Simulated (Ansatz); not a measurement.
Single-point calculation, with input and output: SnO (part 2 of 2)

SnO (2 atoms in the cell); DFT, HSE06, plane waves, PAW, no spin polarisation (Ansatz 0.2.0); cutoff 420 eV, 6×6×6 k-mesh, Fermi–Dirac smearing of 0.02 eV. The structure was built on a prototype by a generator. The geometry comes from this level: r2SCAN (a point of a series of strains). It belongs to a series of runs on one base structure; here: epitaxial_xy strain +5.0%.

Geometry of the input (Å; fractional positions):
```
0.0000  2.8436  2.4053
2.8436  0.0000  2.4053
2.8436  2.8436  0.0000
Sn 0.0000  0.0000  0.0000
O  0.2500  0.2500  0.2500
```

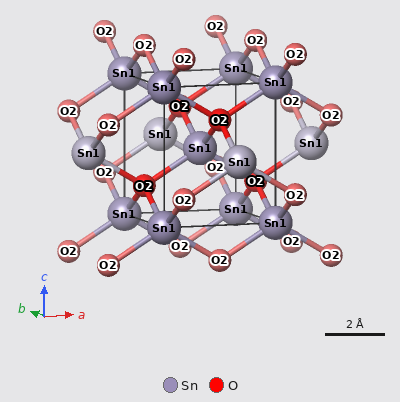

Figure 1. The structure as given in the input (ball-and-stick view of the cell 2 times as large as that of the calculation, set on its symmetry axes, seen slightly off an axis; neighbours outside the cell are drawn fainter; atoms are numbered from 1 in the order of the input).

## Output, continued
```
--- Per-component energies (eV) ---
  E_band       = -149.950741
  E_kinetic    = 359.777118
  E_local      = -1304.844023  (includes V_loc(G=0)·N_el)
  E_nonlocal   = 12.976515
  E_hartree    = 698.588970
  E_xc         = -360.194796
  E_vxc        = -152.057924  (∫ρ·V_xc dr)
  E_exx        = -54.985749  (= α·E_x^exact, valence–valence)
  E_paw        = -4336.458591  (= ΣΔE_a)
  E_vpaw       = -353.011267  (= ΣTr[D̂ρ^β])
  E_aug_tail   = 0.002295  (compensation charges beyond the density's cutoff)
  E_ewald      = -1609.263710
  E_core_change = 0.232213  (= ΣΔE_core)
  E_smearing   = -0.000848  (= −TS)
  E_closure    = 0.000001  (closes the sum)
  Σ components = -6594.170604   (vs F -6594.170604, Δ=0.00e0)
--- Forces (eV/Å), atoms counted from 1 ---
  atom   1  Sn    -0.00000000     0.00000000     0.00000000
  atom   2  O      0.00000000     0.00000000     0.00000000
  max |Σ_I F_I| component: 2.22e-16 eV/Å
--- Stress (GPa, compression-positive) ---
        0.750344       0.000000      -0.000000
       -0.000000       0.750344       0.000000
       -0.000000       0.000000       0.826993
  P = ⅓ Tr σ = 0.7759 GPa (7.759 kbar)
--- Band table (eV; the first three rows and the last of 30) ---
  k-point 0: bands = ["-15.3536", "-15.3536", "-15.3000", "-15.2846", "-15.2793", "-12.6517", "1.6392", "4.0747", "4.0747", "4.4591", "13.7877", "14.3287", "14.3287", "18.7711"]
  k-point 1: bands = ["-15.3828", "-15.3447", "-15.3077", "-15.2826", "-15.2743", "-12.4914", "1.0061", "3.9126", "4.2081", "4.9113", "12.4508", "14.1560", "14.4219", "18.7874"]
  k-point 2: bands = ["-15.4550", "-15.3364", "-15.3049", "-15.2779", "-15.2546", "-12.1556", "0.0770", "3.6075", "4.0828", "5.7370", "11.0516", "13.7031", "14.7914", "18.1405"]
  k-point 29: bands = ["-15.5819", "-15.3288", "-15.2684", "-15.2684", "-15.2354", "-11.6587", "0.7130", "2.5128", "2.5128", "7.7497", "8.4227", "14.3741", "14.3741", "15.1513"]
```

## File bands.tsv
```
# k_distance	band_0	band_1	band_2	band_3	band_4	band_5	band_6	band_7	band_8	band_9	band_10	band_11	band_12	band_13
# fermi_ev = 8.825664
# lock_threshold_ev = 1e-6
# [0, 0, 0] at k_distance = 0.000000
# [-0.5, -0.5, 0] at k_distance = 1.306132
# [-0.375, -0.375, 0.25] at k_distance = 1.696732
# [-0.375, 0, 0.375] at k_distance = 2.395335
# [0, 0, 0.5] at k_distance = 3.093937
# [-0.5, -0.25, 0.25] at k_distance = 3.949292
# [-0.5, -0.4, 0.1] at k_distance = 4.280728
# [0.239583, -0.260417, -0.5] at k_distance = 6.623837
# levels_relative_to = fermi_ev
# free_energy_ev = -6594.170604
# largest_residual_norms_ev = 1.988e-4 1.333e-4 1.684e-4 1.556e-4 2.643e-4 2.131e-4 5.843e-4 6.073e-4 9.475e-4 1.007e-3 1.107e-3 1.100e-3 1.694e-3 2.006e-3
0.000000	-24.179266	-24.179266	-24.125686	-24.110308	-24.104916	-21.477383	-7.186493	-4.750951	-4.750951	-4.366608	4.962055	5.503064	5.503064	9.945476
1.306132	-24.407613	-24.154511	-24.094084	-24.094084	-24.061047	-20.484398	-8.112674	-6.312837	-6.312837	-1.075996	-0.402937	5.548485	5.548485	6.325649
1.696732	-24.372509	-24.142969	-24.109292	-24.106465	-24.071570	-20.547946	-8.444661	-6.443349	-6.037510	-0.906349	0.869941	4.211422	5.342607	6.883425
2.395335	-24.348504	-24.129272	-24.114132	-24.096686	-24.086019	-20.664096	-9.053011	-6.538744	-5.391641	-0.335015	1.070394	3.417332	6.418287	7.973188
3.093937	-24.316340	-24.161528	-24.131060	-24.097774	-24.066664	-20.803651	-9.153931	-5.363066	-4.810106	-2.856413	1.971879	4.638089	6.007201	9.168191
3.949292	-24.359378	-24.135472	-24.131821	-24.088553	-24.078114	-20.576555	-8.721385	-6.237927	-6.170357	-0.264596	1.559069	2.599688	5.648219	7.743761
4.280728	-24.395493	-24.150451	-24.105275	-24.093011	-24.064678	-20.499984	-8.211318	-6.346481	-6.335269	-0.863985	0.013520	4.750892	5.568447	6.597248
6.623837	-24.338346	-24.129155	-24.109630	-24.106776	-24.089178	-20.660121	-9.002374	-6.318430	-6.170937	-0.001732	1.985024	3.983495	3.993833	10.643801
```

## File v_z.tsv
```
# z_ang	v_es[eV]	v_tot[eV]
# format = ansatz-planar-average/11
# xc	hse06
# density_cutoff_ev	1680
# datasets	Sn=:simpson_from_first_knot:soft:fock:shift=0	O=:simpson_from_first_knot:soft:fock:shift=0
# lattice	0.000000000	2.843625467	2.405263806
# lattice	2.843625467	0.000000000	2.405263806
# lattice	2.843625467	2.843625467	0.000000000
# sites	2
# site	50	0.000000000	0.000000000	0.000000000
# site	8	1.421812734	1.421812734	1.202631903
0.000000	7.178895e0	-3.246336e0
0.148944	6.618481e0	-4.001265e0
0.297888	5.273824e0	-5.376919e0
0.446833	3.700307e0	-6.827530e0
0.595777	2.354879e0	-7.919178e0
0.744721	1.538304e0	-8.396211e0
0.893665	1.488413e0	-8.058506e0
1.042609	2.263964e0	-6.874823e0
1.191554	3.671245e0	-5.056265e0
1.340498	5.365099e0	-2.923311e0
1.489442	7.002710e0	-8.021687e-1
1.638386	8.480257e0	1.186300e0
1.787331	9.774989e0	2.988802e0
1.936275	1.057760e1	4.239597e0
2.085219	1.073194e1	4.726537e0
2.234163	1.057661e1	4.731714e0
2.383107	1.021380e1	4.362873e0
2.532052	9.625168e0	3.738955e0
2.680996	8.756930e0	2.842235e0
2.829940	7.636804e0	1.548704e0
2.978884	6.490526e0	2.188358e-2
3.127828	5.620992e0	-1.377045e0
3.276773	5.232999e0	-2.397783e0
3.425717	5.364924e0	-2.948577e0
3.574661	5.877033e0	-3.109002e0
3.723605	6.528372e0	-3.062418e0
3.872549	7.029654e0	-3.047361e0
```

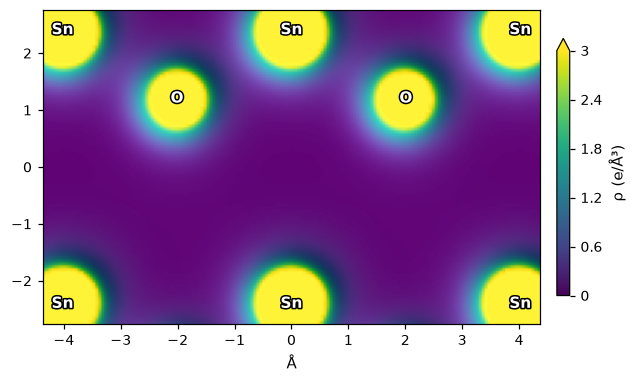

Figure 2. Valence charge density (pseudo) on the (010) plane of the conventional cell. Atoms in the plane: Sn and O. Sn–O (2.34 Å): ρ at the midpoint is about 0.38 e/Å³. Away from the nuclei the density in this plane falls to 0.02 e/Å³ at its lowest. The fields are those of the smooth PAW valence density.

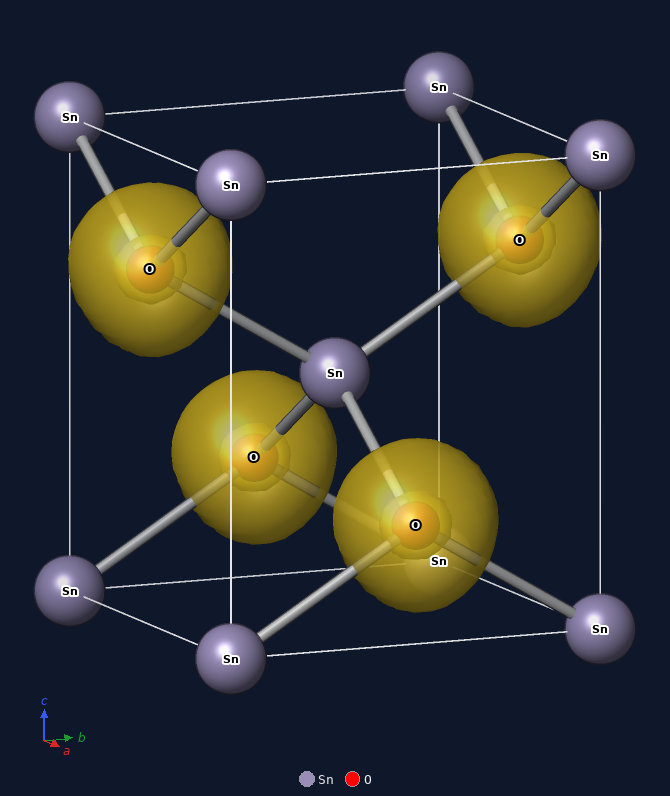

Figure 3. Isosurface of the electron localisation function at 0.7 (yellow), seen slightly off an axis. Core shells and regions of very low density are left out. Sticks mark near contacts. The outline is the cell set on symmetry axes. Profiles from the grid: Sn–O (2.34 Å): the ELF is about 0.20 at the midpoint.

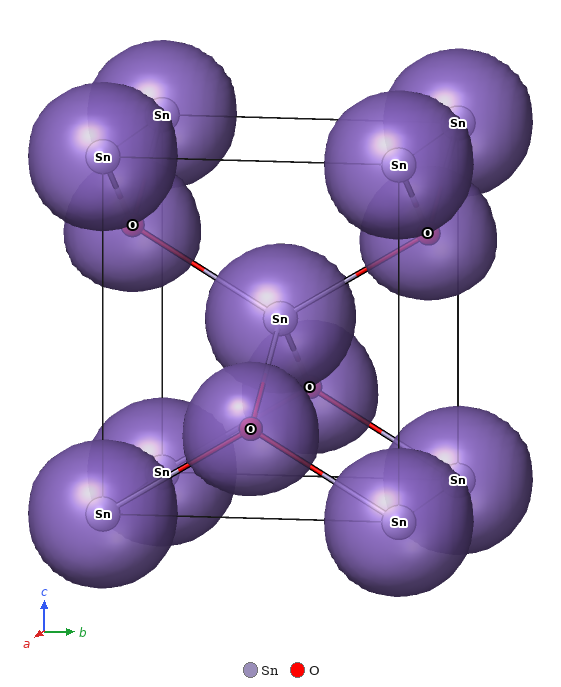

Figure 4. Isosurface of the valence electron density at 0.5 e/Å³ (purple), seen slightly off an axis. Sticks mark near contacts. The outline is the cell set on symmetry axes. At this value the density breaks into separate islands; it holds about 80 % of the electrons treated as valence (semicore included). It is pinched off along the Sn–O (2.34 Å) contacts. On the grid the lowest density along these lines, outside the cores, is 0.38 e/Å³ (Sn–O, 2.34 Å).

## Summary

```csv
quantity,value
outcome,converged
space group (tolerance 0.01 Å),I-4m2 (119)
electrons treated,20
free energy,−6594.1706 eV
Fermi energy,8.826 eV
band gap,none (metallic)
pressure,0.78 GPa
largest force (length of the vector),under 0.001 eV/Å
wall time,3.5 min (CPU time 5.5 min)
peak memory,1.2 GiB
```

## Remarks

The program warns: the exchange loop's threshold is looser than advised for the stress; the SCF threshold is looser than advised for the printed stress.
